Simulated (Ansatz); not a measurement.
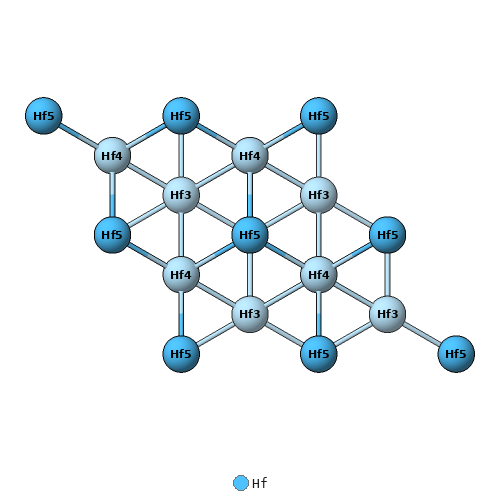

The system is H on a Hf(111) slab cut from the Im-3m phase, its upper half relaxed before the scan (5 atoms of substrate and one adsorbate in a 1 × 1 cell); the picture shows it without the atoms that are moved over the map. 
- H is moved over the surface cell at a fixed height above a rigid substrate; the origin of the map has the adsorbate above Hf5; the height is held at 2.50 Å.
- Places are given modulo a cell vector. The map is drawn in real space over the plane of the surface.
- The scan uses a 9 × 9 grid; 19 points were computed and 62 follow by symmetry.
- All energies are given in eV relative to the lowest grid point.
- The runs have no spin polarisation, so an open-shell adsorbate far from the surface lies too high. With one adsorbate in each 1 × 1 cell, its nearest image is 5.0 Å away, so neighbouring adsorbates interact. At a fixed height the lowest place need not be the adsorption site.
- Computed with Ansatz 0.2.0, DFT PBE+D3(BJ), scalar-relativistic, plane waves, PAW. Settings: cutoff 420 eV, k-mesh 6×6×1, gaussian smearing 0.1 eV, no spin polarisation.

Range: position of H6 along the first surface vector from 0.000 to 0.889; position of H6 along the second surface vector from 0.000 to 0.889.

> Predict the map.

The lowest grid point is at the top site over a surface Hf atom, (0/9, 0/9) of the cell vectors. The highest grid point, a threefold hollow over a third-layer Hf atom, (6/9, 3/9) of the cell vectors, lies 1.17 eV above the lowest. On the interpolated surface the easiest way out of the lowest well to its copy in the next cell or period passes a barrier of about 0.79 eV. At the lowest point the adsorbate has 1 Hf at 2.50 Å as nearest neighbours, at the highest 3 Hf at 3.80 Å.

| second ↓, first → | 0/9 | 1/9 | 2/9 | 3/9 | 4/9 | 5/9 | 6/9 | 7/9 | 8/9 |
| --- | --- | --- | --- | --- | --- | --- | --- | --- | --- |
| 8/9 | 0.11 | 0.28 | 0.53 | 0.74 | 0.81 | 0.74 | 0.53 | 0.28 | 0.11 |
| 7/9 | 0.39 | 0.53 | 0.68 | 0.78 | 0.78 | 0.68 | 0.53 | 0.39 | 0.33 |
| 6/9 | 0.69 | 0.74 | 0.78 | 0.79 | 0.78 | 0.74 | 0.69 | 0.65 | 0.65 |
| 5/9 | 0.87 | 0.81 | 0.78 | 0.78 | 0.81 | 0.87 | 0.91 | 0.92 | 0.91 |
| 4/9 | 0.87 | 0.74 | 0.68 | 0.74 | 0.87 | 1.01 | 1.09 | 1.09 | 1.01 |
| 3/9 | 0.69 | 0.53 | 0.53 | 0.69 | 0.91 | 1.09 | 1.17 | 1.09 | 0.91 |
| 2/9 | 0.39 | 0.28 | 0.39 | 0.65 | 0.92 | 1.09 | 1.09 | 0.92 | 0.65 |
| 1/9 | 0.11 | 0.11 | 0.33 | 0.65 | 0.91 | 1.01 | 0.91 | 0.65 | 0.33 |
| 0/9 | 0.00 | 0.11 | 0.39 | 0.69 | 0.87 | 0.87 | 0.69 | 0.39 | 0.11 |

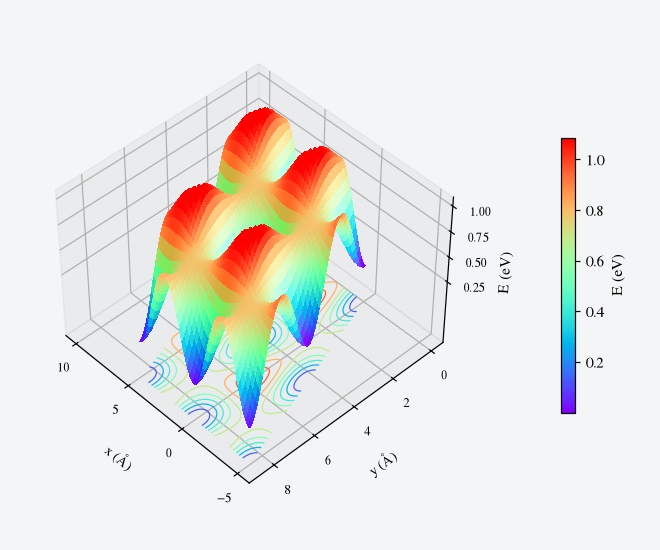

In the figure: a relief with its contours projected below, any walls above the top of the colour scale cut off. Between grid points the surface is interpolated.

Each point was launched as `ansatz run input.yaml --threads 1 --pin off --max-ram 3072MiB --backend cpu --events-out ev --progress --plain --runs-dir out`. The whole map (19 points run) took 14 min on 1 thread of AMD EPYC 7R43 64-Core Processor (Zen 3) (shared host).
